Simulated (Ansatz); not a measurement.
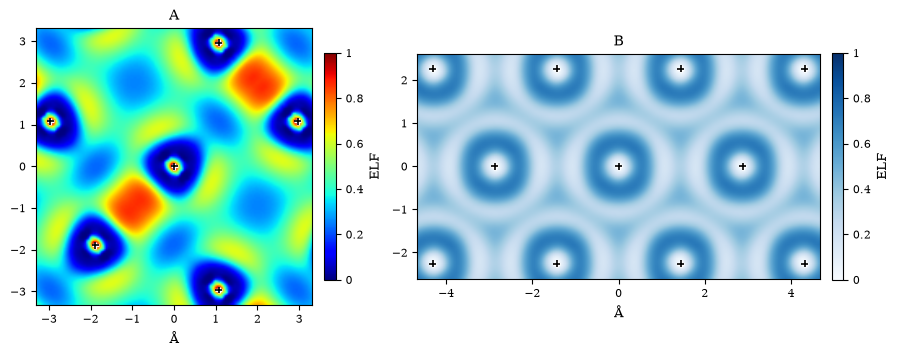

The electron localisation function of 2 systems, each on a plane through atoms (crosses mark nuclei in the plane).

Computed with DFT LDA, scalar-relativistic, plane waves, PAW in Ansatz.

System 1: Al2Cu, the (001) plane of the conventional cell. Space group I4/mcm; computed without spin polarisation; PAW files of the earlier set (soft_1).

```cif
data_structure
_symmetry_space_group_name_H-M 'P 1'
_symmetry_Int_Tables_number 1
_cell_length_a 5.9335
_cell_length_b 5.9335
_cell_length_c 4.7836
_cell_angle_alpha 90.000
_cell_angle_beta 90.000
_cell_angle_gamma 90.000
_cell_volume 168.41
loop_
_atom_site_label
_atom_site_type_symbol
_atom_site_fract_x
_atom_site_fract_y
_atom_site_fract_z
_atom_site_occupancy
Al1 Al 0.15955 0.65955 0.00000 1
Al2 Al 0.65955 0.15955 0.50000 1
Al3 Al 0.34045 0.15955 0.00000 1
Al4 Al 0.84045 0.65955 0.50000 1
Al5 Al 0.84045 0.34045 0.00000 1
Al6 Al 0.34045 0.84045 0.50000 1
Al7 Al 0.15955 0.34045 0.50000 1
Al8 Al 0.65955 0.84045 0.00000 1
Cu1 Cu 0.00000 0.00000 0.25000 1
Cu2 Cu 0.50000 0.50000 0.75000 1
Cu3 Cu 0.00000 0.00000 0.75000 1
Cu4 Cu 0.50000 0.50000 0.25000 1
```

System 2: W, the (101̄) plane of the conventional cell. Space group I4/mmm; computed pressure about 30 GPa in this cell; PAW files of the earlier set (soft_1).

```cif
data_structure
_symmetry_space_group_name_H-M 'P 1'
_symmetry_Int_Tables_number 1
_cell_length_a 2.8766
_cell_length_b 2.8766
_cell_length_c 3.4860
_cell_angle_alpha 90.000
_cell_angle_beta 90.000
_cell_angle_gamma 90.000
_cell_volume 28.85
loop_
_atom_site_label
_atom_site_type_symbol
_atom_site_fract_x
_atom_site_fract_y
_atom_site_fract_z
_atom_site_occupancy
W1 W 0.00000 0.00000 0.00000 1
W2 W 0.50000 0.50000 0.50000 1
```

**Match each panel to its system.**

Panel A is system 1, Al2Cu: the plane holds Al. Al–Al (2.68 Å): the ELF peaks at about 0.85 between the atoms. Panel B is system 2, W: the plane holds W. W–W (2.68 Å): the ELF is about 0.35 at the midpoint.
